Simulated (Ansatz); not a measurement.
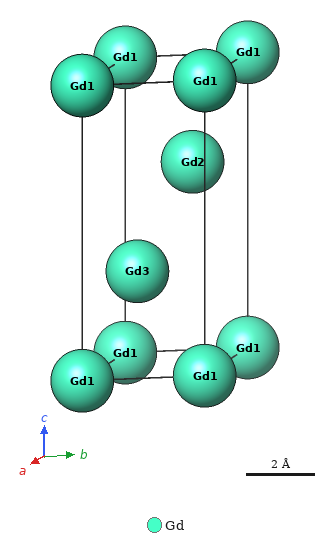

Fig. 1: The structure as given in the input (spheres-only view of the reduced cell, seen slightly off an axis; atoms are numbered from 1 in the order of the input).

# What a change does: single-point calculation on Gd

System: Gd (Fm-3m, 3 atoms in the cell).
Method of the first run: DFT, PBE, PAW with Ansatz's default frozen-core files, scalar-relativistic, spin-polarised (Ansatz 0.2.0).

The structure derives from a Materials Project entry. Text and figures count atoms from 1; the logs count them from 0 in places.

Input file, the first run:
```yaml
crystal:
  lattice:
    - [0.0, 2.5858190855, 2.5858190855]
    - [-2.5858190855, 2.5858190855, 0.0]
    - [-5.171638171, -5.171638171, 5.171638171]
  atoms:
    - { symbol: Gd, position: [0.0, 0.0, 0.0], spin: 7.0 }
    - { symbol: Gd, position: [0.3333333333, 0.3333333333, 0.3333333333], spin: 7.0 }
    - { symbol: Gd, position: [0.6666666667, 0.6666666667, 0.6666666667], spin: -7.0 }
magnetization:
  spin_polarized: true
kpoints:
  mp_grid: { grid: [10, 10, 4] }
scf:
  occupations: { method: fermi_dirac, width: 0.05 }
hamiltonian:
  xc: pbe
  pseudopotentials: { kind: paw }
output:
  forces: true
  stress: true
  eigenvalues: true
  populations: true
  write_density: true
  write_potential: true
  elf: true
  volumetric_format: npy
```

Command:
```bash
ansatz run input.yaml --threads 2 --pin off --max-ram 6144MiB --backend cpu --events-out ev --progress --plain --runs-dir out
```

Hardware: 2 threads of Arm Neoverse V2, 24 GiB of memory available, shared host.

Output, shortened to warnings, some set-up lines, iterations and results (the first run):
```
Basis set: ecut = 420 eV, 1973 PW (Γ), exchange–correlation on 50×50×120 points (8 copies of the dense FFT grid, shifted against one another)
Symmetry: 12 space group operations
k-points: 50 of 400
Initial density: superposition of atomic densities (chi_scale 0.1, normalization cell)
[...]
SCF iter   1: F=—  HF=-27995.957468 eV  |F-HF|=—  |Δ(HF+E_count)|=         —  Δρ=2.25e-2 (↑1.69e-2 ↓2.25e-2)  dr2=4.63e-1  dr2_m=2.74e-1  M=7.160 μB ∫|m|=21.376 μB  β_m=0.30  …
SCF iter   2: F=—  HF=-27996.128387 eV  |F-HF|=—  |Δ(HF+E_count)|=   1.71e-1  Δρ=1.90e-2 (↑1.44e-2 ↓1.90e-2)  dr2=3.58e-1  dr2_m=1.94e-1  M=7.189 μB ∫|m|=21.497 μB  β_m=0.41  …
SCF iter   3: F=—  HF=-27996.502307 eV  |F-HF|=—  |Δ(HF+E_count)|=   3.74e-1  Δρ=8.19e-3 (↑5.95e-3 ↓8.19e-3)  dr2=8.86e-2  dr2_m=3.20e-2  M=7.284 μB ∫|m|=21.956 μB  β_m=0.79  …
SCF iter   4: F=—  HF=-27996.594386 eV  |F-HF|=—  |Δ(HF+E_count)|=   9.21e-2  Δρ=1.44e-3 (↑1.44e-3 ↓1.06e-3)  dr2=4.34e-3  dr2_m=3.60e-4  M=7.338 μB ∫|m|=22.306 μB  β_m=0.77  …
SCF iter   5: F=—  HF=-27996.595262 eV  |F-HF|=—  |Δ(HF+E_count)|=   8.76e-4  Δρ=6.67e-4 (↑6.12e-4 ↓6.67e-4)  dr2=2.43e-3  dr2_m=1.03e-4  M=7.335 μB ∫|m|=22.345 μB  β_m=0.66  …
SCF iter   6: F=—  HF=-27996.594542 eV  |F-HF|=—  |Δ(HF+E_count)|=   7.20e-4  Δρ=2.62e-4 (↑2.40e-4 ↓2.62e-4)  dr2=1.13e-4  dr2_m=2.47e-5  M=7.329 μB ∫|m|=22.358 μB  β_m=0.83  …
SCF iter   7: F=—  HF=-27996.594718 eV  |F-HF|=—  |Δ(HF+E_count)|=   1.76e-4  Δρ=1.10e-4 (↑7.95e-5 ↓1.10e-4)  dr2=1.19e-5  dr2_m=6.40e-6  M=7.321 μB ∫|m|=22.370 μB  β_m=0.91  …
SCF iter   8: F=—  HF=-27996.594772 eV  |F-HF|=—  |Δ(HF+E_count)|=   5.45e-5  Δρ=8.09e-5 (↑8.09e-5 ↓6.77e-5)  dr2=1.18e-5  dr2_m=2.53e-6  M=7.316 μB ∫|m|=22.376 μB  β_m=0.86  …
SCF iter   9: F=—  HF=-27996.594782 eV  |F-HF|=—  |Δ(HF+E_count)|=   9.56e-6  Δρ=3.56e-5 (↑3.16e-5 ↓3.56e-5)  dr2=7.44e-7  dr2_m=9.27e-7  M=7.314 μB ∫|m|=22.379 μB  β_m=0.89  …
SCF iter  10: F=—  HF=-27996.594789 eV  |F-HF|=—  |Δ(HF+E_count)|=   6.81e-6  Δρ=1.57e-5 (↑1.40e-5 ↓1.57e-5)  dr2=2.57e-7  dr2_m=1.57e-7  M=7.311 μB ∫|m|=22.382 μB  β_m=0.95  …
SCF iter  11: F=—  HF=-27996.594790 eV  |F-HF|=—  |Δ(HF+E_count)|=   1.56e-6  Δρ=4.45e-6 (↑4.45e-6 ↓3.68e-6)  dr2=1.86e-8  dr2_m=1.35e-8  M=7.309 μB ∫|m|=22.383 μB  β_m=0.97  …
SCF iter  12: F=—  HF=-27996.594790 eV  |F-HF|=—  |Δ(HF+E_count)|=   1.19e-7  Δρ=2.06e-6 (↑2.06e-6 ↓1.57e-6)  dr2=5.76e-9  dr2_m=2.22e-9  M=7.309 μB ∫|m|=22.384 μB  β_m=0.99  …
SCF iter  13: F=-27996.594791 eV  HF=-27996.594791 eV  |F-HF|=5.48e-9  |Δ(HF+E_count)|=   2.18e-8  Δρ=1.72e-6 (↑1.04e-6 ↓1.72e-6)  dr2=4.37e-9  dr2_m=9.37e-10  M=7.309 μB …
SCF 1 converged in 13 iterations: F = -27996.594791 eV  dr2 = 4.37e-9
SCF converged after 13 iterations
Magnetization: 7.3089 μB (30.6545 up, 23.3455 down)
Absolute magnetization: 22.3840 μB (∫|ρ↑−ρ↓|, with the PAW one-centre terms)
Spin contamination: 7.4244 ħ² per cell (⟨S²⟩ above its minimum at these occupations)
Per-site moments (μB) at R_I (Å): [(7.236801910959102, 1.5084714233793188), (7.236801910959102, 1.5084714233793188), (-7.318698015701517, 1.5084714234798837)]
Free energy (F): -27996.594791 eV
Harris-Foulkes:  -27996.594791 eV  (|F-HF|=5.48e-9)
Internal energy: -27996.538550 eV  (E = F + TS)
E sigma→0 (E₀):  -27996.566670 eV
Entropy (-TS):   -0.056241 eV (-18.747 meV/atom)
Fermi energy:    11.662816 eV
--- Per-component energies (eV) ---
  E_band       = -127.761812
  E_kinetic    = 1202.504815
  E_local      = -6507.568307  (includes V_loc(G=0)·N_el)
  E_nonlocal   = 873.144664
  E_hartree    = 2686.396983
  E_xc         = -696.278088
  E_vxc        = -754.187497  (∫ρ·V_xc dr)
  E_paw        = -19350.532577  (= ΣΔE_a)
  E_vpaw       = -314.455928  (= ΣTr[D̂ρ^β])
  E_aug_tail   = 0.000000  (compensation charges beyond the density's cutoff)
  E_ewald      = -6204.206040
  E_smearing   = -0.056241  (= −TS)
  E_closure    = 0.000000  (closes the sum)
  Σ components = -27996.594791   (vs F -27996.594791, Δ=0.00e0)
--- Forces (eV/Å), atoms counted from 1 ---
  atom   1  Gd    -0.00772676    -0.00772676     0.00772676
  atom   2  Gd     0.00772676     0.00772676    -0.00772676
  atom   3  Gd    -0.00000000     0.00000000     0.00000000
  max |Σ_I F_I| component: 1.73e-18 eV/Å
--- Stress (GPa, compression-positive) ---
       -1.497225      -0.076232       0.076232
       -0.076232      -1.497225       0.076232
        0.076232       0.076232      -1.497225
  P = ⅓ Tr σ = -1.4972 GPa (-14.972 kbar)
--- Löwdin populations: 3 sites ---
  site symbol       q [e]    m [muB]
     0     Gd     17.9522     7.4308
     1     Gd     17.9522     7.4308
     2     Gd     17.9759    -7.5588
  spilling = 0.002218 (of n_electrons = 54.000000)
```

For the second run the input was changed thus:
```diff
-    - { symbol: Gd, position: [0.0, 0.0, 0.0], spin: 7.0 }
-    - { symbol: Gd, position: [0.3333333333, 0.3333333333, 0.3333333333], spin: 7.0 }
-    - { symbol: Gd, position: [0.6666666667, 0.6666666667, 0.6666666667], spin: -7.0 }
-magnetization:
-  spin_polarized: true
+    - { symbol: Gd, position: [0.0, 0.0, 0.0] }
+    - { symbol: Gd, position: [0.3333333333, 0.3333333333, 0.3333333333] }
+    - { symbol: Gd, position: [0.6666666667, 0.6666666667, 0.6666666667] }
-  populations: true
```

What does this change do to the results?

With the same functional and potentials, the second run lies 7329.7 meV per atom higher. The pressure goes from −1.50 to −2.70 GPa. The SCF takes 16 iterations against 13. On the same kind of shared host the second run took about 0.39 times as long. The two runs start from different initial densities, which also moves the count.

Output, shortened to warnings, some set-up lines, iterations and results (the second run):
```
Basis set: ecut = 420 eV, 1973 PW (Γ), exchange–correlation on 50×50×120 points (8 copies of the dense FFT grid, shifted against one another)
Symmetry: 36 space group operations
k-points: 50 of 400
Initial density: superposition of atomic densities (neutral atoms: chi_scale 0, normalization atom), corrected by the library's trained network
[...]
SCF iter   1: F=—  HF=-27974.603079 eV  |F-HF|=—  |Δ(HF+E_count)|=         —  Δρ=7.52e-3  dr2=4.84e-2  ethr=1.77e-3  ⟨swp⟩=5.7  Hψ=8006  notcnv=0  defer=10
SCF iter   2: F=—  HF=-27974.604788 eV  |F-HF|=—  |Δ(HF+E_count)|=   1.71e-3  Δρ=3.93e-3  dr2=1.30e-2  ethr=8.96e-5  ⟨swp⟩=1.5  Hψ=2847  notcnv=0  defer=24
SCF iter   3: F=—  HF=-27974.605821 eV  |F-HF|=—  |Δ(HF+E_count)|=   1.03e-3  Δρ=3.23e-3  dr2=4.09e-3  ethr=2.40e-5  ⟨swp⟩=1.1  Hψ=2161  notcnv=0  defer=25
SCF iter   4: F=—  HF=-27974.610365 eV  |F-HF|=—  |Δ(HF+E_count)|=   4.54e-3  Δρ=1.34e-2  dr2=5.48e-2  ethr=7.57e-6  ⟨swp⟩=1.3  Hψ=2180  notcnv=0  defer=25  recentre
SCF iter   5: F=—  HF=-27974.605244 eV  |F-HF|=—  |Δ(HF+E_count)|=   5.12e-3  Δρ=1.97e-3  dr2=1.42e-3  ethr=7.57e-6  ⟨swp⟩=1.0  Hψ=2156  notcnv=0  defer=25
[... 7 lines ...]
SCF iter  13: F=—  HF=-27974.605729 eV  |F-HF|=—  |Δ(HF+E_count)|=   1.24e-5  Δρ=4.36e-5  dr2=9.00e-7  ethr=1.01e-8  ⟨swp⟩=2.3  Hψ=3554  notcnv=0  defer=25
SCF iter  14: F=—  HF=-27974.605731 eV  |F-HF|=—  |Δ(HF+E_count)|=   2.52e-6  Δρ=2.17e-4  dr2=1.41e-5  ethr=1.67e-9  ⟨swp⟩=2.4  Hψ=3472  notcnv=0  defer=25  recentre
SCF iter  15: F=—  HF=-27974.605730 eV  |F-HF|=—  |Δ(HF+E_count)|=   1.49e-6  Δρ=1.68e-5  dr2=2.77e-7  ethr=1.67e-9  ⟨swp⟩=1.0  Hψ=2156  notcnv=0  defer=25
SCF iter  16: F=-27974.605730 eV  HF=-27974.605730 eV  |F-HF|=7.79e-9  |Δ(HF+E_count)|=   6.08e-9  Δρ=4.43e-6  dr2=2.39e-8  ethr=1.85e-10  ⟨swp⟩=10.7  Hψ=15553  notcnv=0
SCF 1 converged in 16 iterations: F = -27974.605730 eV  dr2 = 2.39e-8
SCF converged after 16 iterations
Free energy (F): -27974.605730 eV
Harris-Foulkes:  -27974.605730 eV  (|F-HF|=7.79e-9)
Internal energy: -27973.631219 eV  (E = F + TS)
E sigma→0 (E₀):  -27974.118474 eV
Entropy (-TS):   -0.974510 eV (-324.837 meV/atom)
Fermi energy:    11.298132 eV
--- Per-component energies (eV) ---
  E_band       = -16.401763
  E_kinetic    = 1182.875700
  E_local      = -6623.862003  (includes V_loc(G=0)·N_el)
  E_nonlocal   = 945.679918
  E_hartree    = 2781.049855
  E_xc         = -681.630575
  E_vxc        = -735.705908  (∫ρ·V_xc dr)
  E_paw        = -19373.538075  (= ΣΔE_a)
  E_vpaw       = -347.479596  (= ΣTr[D̂ρ^β])
  E_aug_tail   = 0.000000  (compensation charges beyond the density's cutoff)
  E_ewald      = -6204.206040
  E_smearing   = -0.974510  (= −TS)
  E_closure    = 0.000000  (closes the sum)
  Σ components = -27974.605730   (vs F -27974.605730, Δ=0.00e0)
--- Forces (eV/Å), atoms counted from 1 ---
  atom   1  Gd    -0.00000000     0.00000000     0.00000000
  atom   2  Gd    -0.00000000     0.00000000     0.00000000
  atom   3  Gd    -0.00000000     0.00000000     0.00000000
  max |Σ_I F_I| component: 5.04e-28 eV/Å
--- Stress (GPa, compression-positive) ---
       -2.703090      -0.008173       0.008173
       -0.008173      -2.703090       0.008173
        0.008173       0.008173      -2.703090
  P = ⅓ Tr σ = -2.7031 GPa (-27.031 kbar)
```

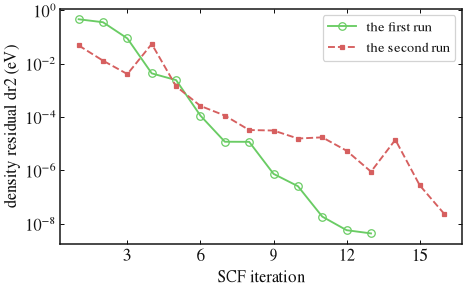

Fig. 2: Convergence of the two runs: density residual dr2 against the SCF iteration. The first run takes 13 iterations in all, and the second run takes 16.

The two runs side by side:

| quantity | the first run | the second run |
| --- | --- | --- |
| outcome | converged | converged |
| free energy per atom (eV) | −9332.1983 | −9324.8686 |
| energy per atom, smearing taken to zero (eV) | −9332.1889 | −9324.7062 |
| net moment of the cell (μB) | 7.31 | – |
| absolute moment of the cell (μB) | 22.38 | – |
| pressure (GPa) | −1.50 | −2.70 |
| largest force (eV/Å) | 0.013 | 0.000 |
| SCF iterations | 13 | 16 |
| irreducible k-points | 50 | 50 |
| plane waves at Γ | 1973 | 1973 |
| wall time (shared host) | 24 s | 9.4 s |

For the second run: The f shell of Gd is treated without spin polarisation, U or localised f states, so volume, moduli and energies can differ much from those of the real material.
